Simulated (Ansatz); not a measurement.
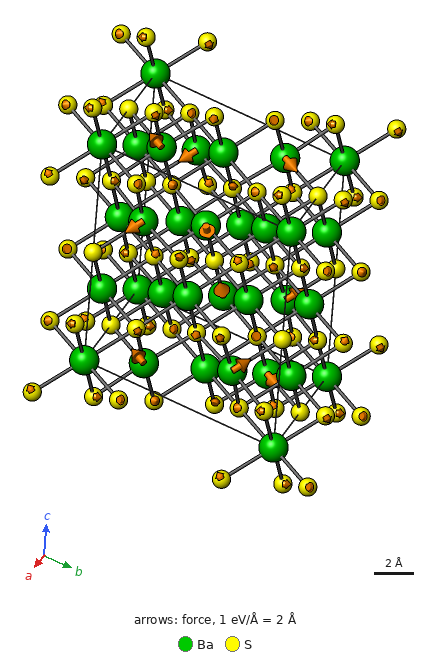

Starting geometry of a defect cell of composition Ba$_{16}$S$_{15}$ (cell charge +2) with the computed forces as orange arrows. A ball-and-stick model of the cell of the calculation, seen slightly off an axis.

Case: S vacancy (site b), charge +2, atoms relaxed at the host's cell.

All numbers below come from Ansatz 0.2.0, DFT PBE, scalar-relativistic, plane waves, PAW.

Input file:
```yaml
crystal:
  lattice:
    - [-6.4285179479, -6.4285179479, 6.4285179479]
    - [6.4285179479, 6.4285179479, 6.4285179479]
    - [-6.4285179479, 6.4285179479, -6.4285179479]
  atoms:
    - { symbol: Ba, position: [0.0, 0.2422417125, 0.7422417125] }
    - { symbol: Ba, position: [0.25, 0.25, 0.5] }
    - { symbol: Ba, position: [0.0, 0.5, 0.5] }
    - { symbol: Ba, position: [0.5, 0.25, 0.25] }
    - { symbol: Ba, position: [0.2577582875, 0.5, 0.2577582875] }
    - { symbol: Ba, position: [0.0, 0.7577582875, 0.2577582875] }
    - { symbol: Ba, position: [0.7422417125, 0.2422417125, 0.0] }
    - { symbol: Ba, position: [0.5, 0.5, 0.0] }
    - { symbol: Ba, position: [0.2577582875, 0.7577582875, 0.0] }
    - { symbol: Ba, position: [0.0, 0.0, 0.0] }
    - { symbol: Ba, position: [0.7422417125, 0.5, 0.7422417125] }
    - { symbol: Ba, position: [0.5, 0.75, 0.75] }
    - { symbol: Ba, position: [0.25, 0.0, 0.75] }
    - { symbol: Ba, position: [0.75, 0.75, 0.5] }
    - { symbol: Ba, position: [0.5, 0.0, 0.5] }
    - { symbol: Ba, position: [0.75, 0.0, 0.25] }
    - { symbol: S, position: [0.2486545275, 0.5, 0.7513454725] }
    - { symbol: S, position: [0.0, 0.7486545275, 0.7513454725] }
    - { symbol: S, position: [0.5, 0.5, 0.5] }
    - { symbol: S, position: [0.2486545275, 0.7486545275, 0.4973090549] }
    - { symbol: S, position: [0.0, 0.0, 0.5] }
    - { symbol: S, position: [0.7513454725, 0.5, 0.2486545275] }
    - { symbol: S, position: [0.4973090549, 0.7486545275, 0.2486545275] }
    - { symbol: S, position: [0.2486545275, -0.0026909451, 0.2486545275] }
    - { symbol: S, position: [0.0, 0.2513454725, 0.2486545275] }
    - { symbol: S, position: [0.7513454725, 0.7486545275, 0.0] }
    - { symbol: S, position: [0.5, 0.0, 0.0] }
    - { symbol: S, position: [0.2486545275, 0.2513454725, 0.0] }
    - { symbol: S, position: [0.7513454725, 0.0026909451, 0.7513454725] }
    - { symbol: S, position: [0.5026909451, 0.2513454725, 0.7513454725] }
    - { symbol: S, position: [0.7513454725, 0.2513454725, 0.5026909451] }
  host:
    lattice:
      - [0.0, 3.214258974, 3.214258974]
      - [3.214258974, 0.0, 3.214258974]
      - [3.214258974, 3.214258974, 0.0]
    atoms:
      - { symbol: Ba, position: [0.0, 0.0, 0.0] }
      - { symbol: S, position: [0.5, 0.5, 0.5] }
total_charge: 2
basis:
  ecutwfc: 420
  xc_grid: 2
kpoints:
  mp_grid: { grid: [2, 2, 2], shift: [0.5, 0.5, 0.5] }
hamiltonian:
  xc: pbe
scf:
  occupations: { method: gaussian, width: 0.01 }
output:
  forces: true
  stress: false
  eigenvalues: true
  charged_corrections:
    defect_position: [0.0, 0.5, 0.0]
    epsilon: [[15.3131, 0.0, 0.0], [0.0, 15.3131, 0.0], [0.0, 0.0, 15.3131]]
  write_density: true
  write_potential: true
  elf: true
  volumetric_format: npy
relax:
  adjacent_minimum: "off"
  f_tol: 0.025
  max_steps: 45
```

Command:
```bash
ansatz run input.yaml --threads 4 --pin off --max-ram 6144MiB --backend cpu --events-out ev --progress --plain --runs-dir out
```

Q: What follows when this structure is relaxed?

A: It isn't relaxed: the largest force vector, on Ba atoms, is 0.60 eV/Å. The atoms end up moving mostly along the starting forces (cosine between the two patterns 0.99). The largest moves, 0.10 Å, are those of Ba1, Ba5, Ba6, Ba7, Ba9 and Ba11. Ba9 goes along [1 1 0]. By element the largest moves are Ba 0.10 Å, S 0.03 Å. The cell stays as it was. Among the contacts that change: Ba11–S19 3.115 → 3.013 Å, Ba12–S17 3.232 → 3.251 Å, Ba11–S18 3.199 → 3.187 Å. Bond angles that change, for instance: Ba6–S22–Ba7 94.2° → 98.5°, S17–Ba1–S29 175.8° → 171.5°, Ba4–S22–Ba6 177.6° → 175.1°. After 2 accepted moves (3 points after the start) the energy has fallen by 0.225 eV per cell of the calculation. Largest force component: 0.6 eV/Å at the start, 0.012 eV/Å at the end. 1 step only repeated the SCF at the same geometry. Cost: 16 s on 4 threads of AMD EPYC 9R45 96-Core Processor (Zen 5) (shared host), peak memory 2.1 GiB.

Limits of the set-up: the cell is charged, on a uniform background, and energies carry no finite-size correction.
